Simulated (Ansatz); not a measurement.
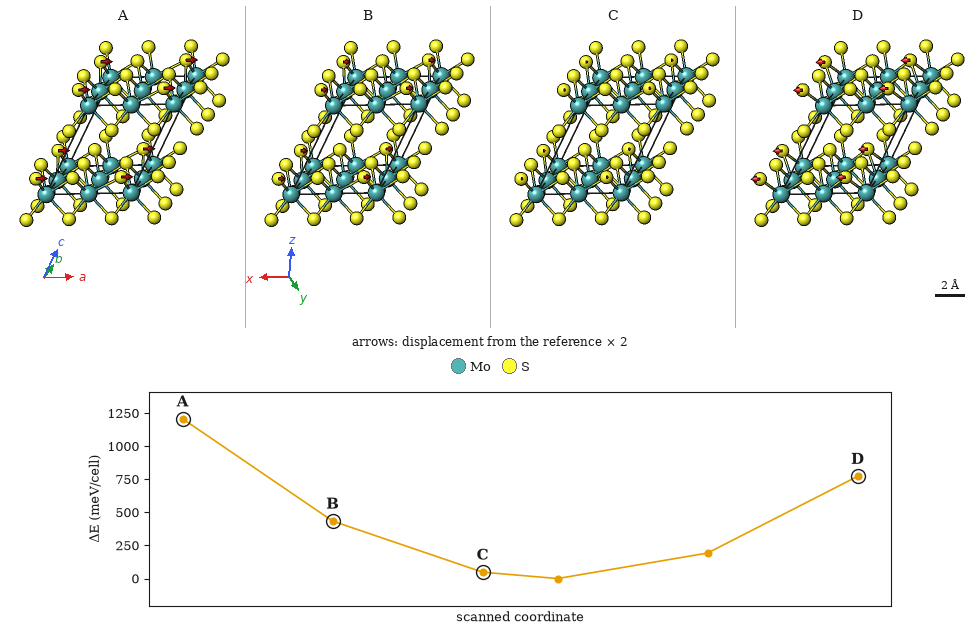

Frames of a one-coordinate scan of solid MoS2 (R3m). The picture is a ball-and-stick view of the cell of the calculation, seen from a free direction. Red arrows: displacements from the reference.

Computed with DFT PBE+D3(BJ), scalar-relativistic, plane waves, PAW (Ansatz 0.2.0). Set-up: plane-wave cutoff 420 eV; k-point mesh 6 × 6 × 6; occupations gaussian; smearing width 0.05 eV; no spin polarisation. Energies (free energies at the smearing named) are counted from the relaxed crystal.

Question: What is being scanned?

Answer: An S atom (one in each cell of 12 atoms) is moved along Cartesian [1 0 0], all else fixed. In the frames the displacement is −0.45 Å (A), −0.27 Å (B), −0.09 Å (C), 0.36 Å (D). Of the computed points the lowest is at the displacement 0.00 Å, 0 meV/cell. The end points stand at 1207 meV/cell (−0.45 Å) and 772 meV/cell (0.36 Å). The curvature at zero is about 12 eV/Å². At the highest point the shortest interatomic distance is 2.13 Å, against 2.40 Å in the reference. The distortion takes the space group from R3m to P1.
